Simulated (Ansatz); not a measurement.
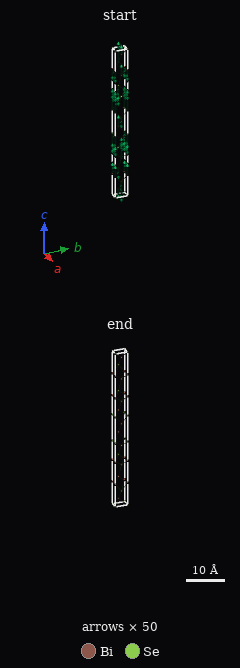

The structure of crystalline Bi4Se3 (built on the database_166 type) (coarse preliminary run) before (top) and after (bottom) a relaxation, at one scale. The green arrows give the displacements (the part carried along by the change of the cell is left out), magnified 50 times.

The picture is a ball-and-stick view of the conventional cell (3 times the calculation's cell), seen slightly off an axis. Lengths and directions refer to the drawn axes.

Case: structure reported for this formula (R-3m, No. 166).

Level of theory: DFT r2SCAN, scalar-relativistic, plane waves, PAW (Ansatz). Settings: plane-wave cutoff 500 eV; k-point mesh 6 × 6 × 6; occupations gaussian; smearing width 0.1 eV; no spin polarisation; cell and atoms relaxed; force threshold 0.04 eV/Å; at most 70 steps.

### Summarise the run.

After 5 accepted moves (6 points after the start) the energy has fallen by 10.0 meV per atom. Largest force component: 0.47 eV/Å at the start, 0.0036 eV/Å at the end. Pressure: 1.16 GPa at the start and 0.01 GPa at the end. The SCF was repeated once at an unchanged geometry on a basis and grid sized afresh for the cell, which shifted the energy by 0.2 meV per atom at most. The largest moves relative to the cell, 0.12 Å, are those of Se atoms. By element the largest moves are Se 0.12 Å, Bi 0.07 Å. Cell: a = b 4.270 → 4.287 Å (+0.4 %), c 40.000 → 41.672 Å (+4.2 %). Volume +5.0 %. Among the contacts that change: Bi–Se 3.464 → 3.679 Å, Bi–Bi 3.037 → 3.009 Å, Bi–Se 3.084 → 3.103 Å, Bi–Se 2.882 → 2.893 Å. The space group stays R-3m (No. 166).
